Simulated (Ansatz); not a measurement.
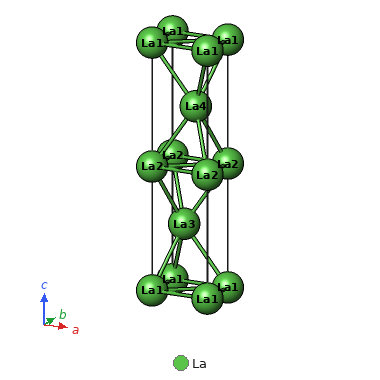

The system is La (P6_3/mmc, No. 194; 4 atoms in the cell); the picture shows the reference structure. The energy is mapped over the lattice constants a and c of the conventional cell. Coordinates scanned: (1) lattice constant a (and b); (2) lattice constant c. Nothing is relaxed (symmetry fixes all fractional coordinates). Grid: 11 × 11 points. Energies are in meV/atom, from the lowest grid point. Method: DFT PBEsol, scalar-relativistic, plane waves, PAW in Ansatz 0.2.0. Settings: cutoff 420 eV, k-mesh 12×12×4 in the order of the run's cell vectors, gaussian smearing 0.15 eV, no spin polarisation.

Its coordinates:

```
CELL_PARAMETERS angstrom
3.66126 0.00000 0.00000
-1.83063 3.17075 0.00000
0.00000 0.00000 11.71084
ATOMIC_POSITIONS crystal
La 0.00000 0.00000 0.00000
La 0.00000 0.00000 0.50000
La 0.33333 0.66667 0.25000
La 0.66667 0.33333 0.75000
```

The input of one point:

```yaml
crystal:
  lattice:
    - [3.6612629057, 0.0, 0.0]
    - [-1.8306314528, 3.1707466863, 0.0]
    - [0.0, 0.0, 11.7108379461]
  atoms:
    - { symbol: La, position: [0.0, 0.0, 0.0] }
    - { symbol: La, position: [0.0, 0.0, 0.5] }
    - { symbol: La, position: [0.3333333333, 0.6666666667, 0.25] }
    - { symbol: La, position: [0.6666666667, 0.3333333333, 0.75] }
basis:
  ecutwfc: 420
kpoints:
  mp_grid: { grid: [12, 12, 4] }
hamiltonian:
  xc: pbesol
scf:
  occupations: { method: gaussian, width: 0.15 }
output:
  forces: true
  stress: true
  eigenvalues: true
  write_density: true
  write_potential: true
  elf: true
  volumetric_format: npy
```

Range: lattice constant a (and b) from 3.478 to 3.844 Å; lattice constant c from 10.306 to 13.116 Å.

What will the energy surface look like?

The lowest grid point is at lattice constant a (and b) = 3.661 Å, lattice constant c = 11.711 Å. No other kind of well shows on this grid. The highest grid point, lattice constant a (and b) = 3.478 Å, lattice constant c = 10.306 Å, lies 195 meV/atom above the lowest. Round the minimum the valley is somewhat tilted: raising lattice constant a (and b) shifts the best value of lattice constant c downwards (coupling k₁₂/√(k₁₁k₂₂) about 0.2).

| lattice constant c ↓, lattice constant a (and b) → | 3.478 | 3.515 | 3.551 | 3.588 | 3.625 | 3.661 | 3.698 | 3.735 | 3.771 | 3.808 | 3.844 |
| --- | --- | --- | --- | --- | --- | --- | --- | --- | --- | --- | --- |
| 13.116 | 83 | 75 | 70 | 68 | 69 | 73 | 79 | 89 | 100 | 115 | 132 |
| 12.835 | 67 | 57 | 50 | 47 | 46 | 48 | 54 | 62 | 73 | 86 | 102 |
| 12.554 | 54 | 42 | 34 | 29 | 27 | 28 | 32 | 40 | 50 | 62 | 77 |
| 12.273 | 45 | 32 | 22 | 15 | 12 | 13 | 16 | 22 | 32 | 43 | 58 |
| 11.992 | 41 | 26 | 15 | 7 | 3 | 3 | 5 | 11 | 19 | 30 | 44 |
| 11.711 | 42 | 26 | 14 | 6 | 1 | 0 | 2 | 7 | 14 | 24 | 36 |
| 11.430 | 51 | 34 | 21 | 12 | 7 | 5 | 6 | 10 | 16 | 25 | 36 |
| 11.149 | 69 | 51 | 38 | 28 | 22 | 19 | 19 | 21 | 26 | 34 | 44 |
| 10.868 | 97 | 80 | 65 | 55 | 48 | 43 | 42 | 43 | 46 | 52 | 61 |
| 10.587 | 139 | 120 | 105 | 93 | 84 | 79 | 76 | 75 | 77 | 81 | 88 |
| 10.306 | 195 | 174 | 158 | 144 | 134 | 126 | 121 | 119 | 119 | 121 | 125 |

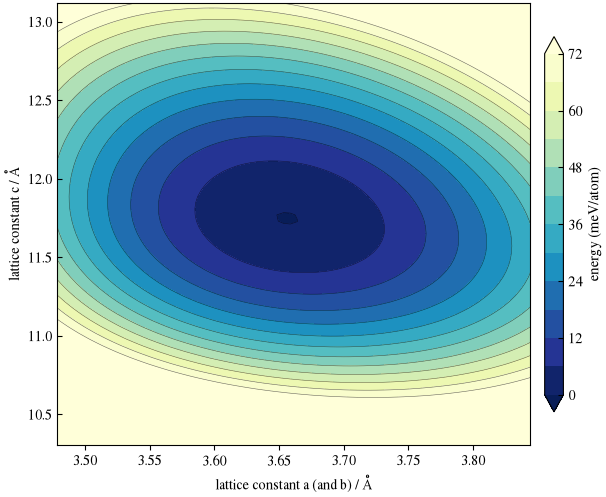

In the figure: filled contours, one colour for all values above the top of the scale. Between grid points the surface is interpolated.

Time for the 121 points that were run: 9.6 min on 4 threads of Intel(R) Xeon(R) Processor @ 2.70GHz (shared host).
